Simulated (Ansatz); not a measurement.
## Electronic structure of Al2Cu in real space

Input file:

```
crystal:
  lattice:
    - [-2.0447501002, 2.0447501002, 2.8916747215]
    - [2.0447501002, -2.0447501002, 2.8916747215]
    - [2.0447501002, 2.0447501002, -2.8916747215]
  atoms:
    - { symbol: Al, position: [0.75, 0.25, 0.5] }
    - { symbol: Al, position: [0.25, 0.75, 0.5] }
    - { symbol: Cu, position: [0.5, 0.5, 0.0] }
basis:
  ecutwfc: 420
kpoints:
  mp_grid: { grid: [16, 16, 16] }
  band_path:
    path:
      - [[0.0, 0.0, 0.0], [0.50000222, -0.50000222, 0.0], [0.62500111, -0.37500334, 1.67e-06]]
      - [[0.37500167, -0.37500167, 0.37500167], [0.0, 0.0, 0.0], [0.49999889, -3.34e-06, 3.34e-06], [0.50000222, -0.50000222, 0.25000111], [0.50000222, -0.50000222, 0.0]]
    npoints: 14
hamiltonian:
  xc: pbe
scf:
  occupations: { method: gaussian, width: 0.1 }
  n_extra_bands: 7
output:
  forces: true
  stress: true
  eigenvalues: true
  populations: true
  dos: { projected: true, de: 0.02, nscf_kmesh: { grid: [20, 20, 20] } }
  bader: true
  write_density: true
  write_potential: true
  elf: true
  volumetric_format: npy
```

Command:

```sh
ansatz run input.yaml --threads 1 --pin off --max-ram 2560MiB --backend cpu --events-out ev --progress --plain --runs-dir out
```

Below, planes, directions and counts refer to the conventional cell (a = 5.78 Å, b = 5.78 Å, c = 5.78 Å, α = 90.00°, β = 90.00°, γ = 90.00°).

Space group Fm-3m; a structure generated by program, which may or may not match a known phase; computed without spin polarisation.

Theory: Ansatz, DFT PBE, scalar-relativistic, plane waves, PAW.

The density is the valence pseudo-density of a PAW calculation; it isn't the true density close to the nuclei.

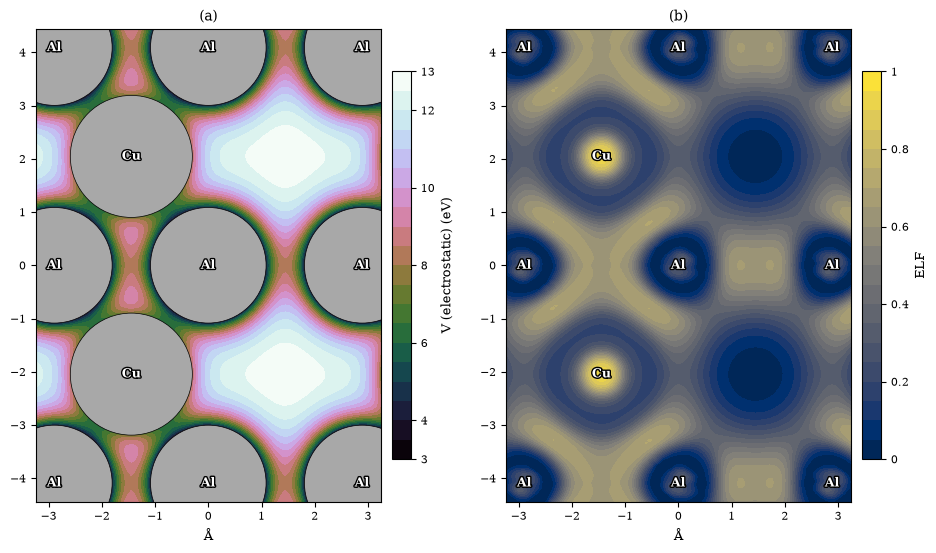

Figure 1. (a) electrostatic potential (local pseudopotential plus Hartree) felt by an electron; (b) ELF on the (110) plane of the conventional cell. Grey discs cover the atomic cores in the potential map.

Question: What do the fields say about this system?

Answer:
- The section cuts through Al and Cu sites.
- Al–Cu (2.50 Å): the ELF peaks at about 0.70 between the atoms.
- The features right at Cu lie inside the PAW spheres, where the map follows smoothed inner orbitals and isn't to be read closely.
- Outside the cores the potential energy rises away from the atoms and is highest about 2.5 Å from the nearest atoms; its zero is arbitrary.

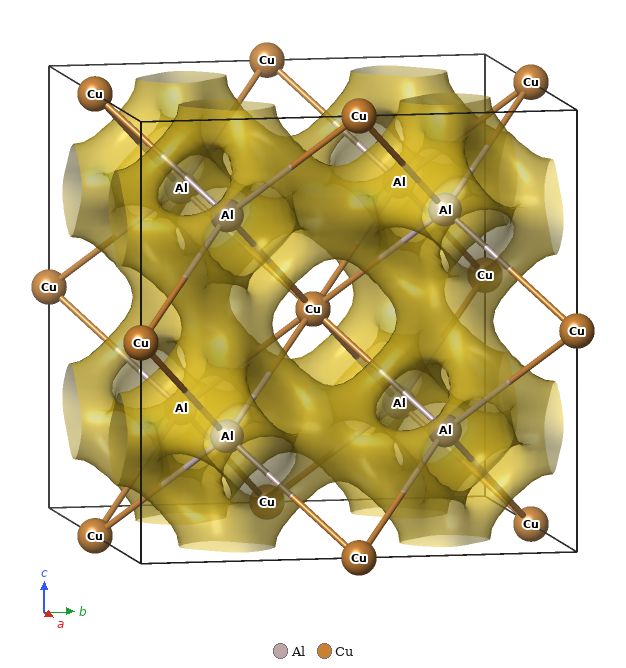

Figure 2. Isosurface of the electron localisation function at 0.55 (yellow), seen slightly off an axis. Core shells and regions of very low density are left out. Sticks mark near contacts.

Question: Describe the localisation domains.

Answer: The surface consists of one network that runs through the whole crystal, counted in one cell of 12 atoms. Regions shared between cells count once.

Question: Does the calculation give a band gap?

Answer: It is gapless in this calculation (a metal or semimetal).

Question: How much charge does the calculation move between the atoms?

Answer: Electrons move from Al towards Cu. Bader charges: Al +1.33 and Cu −2.66 e.
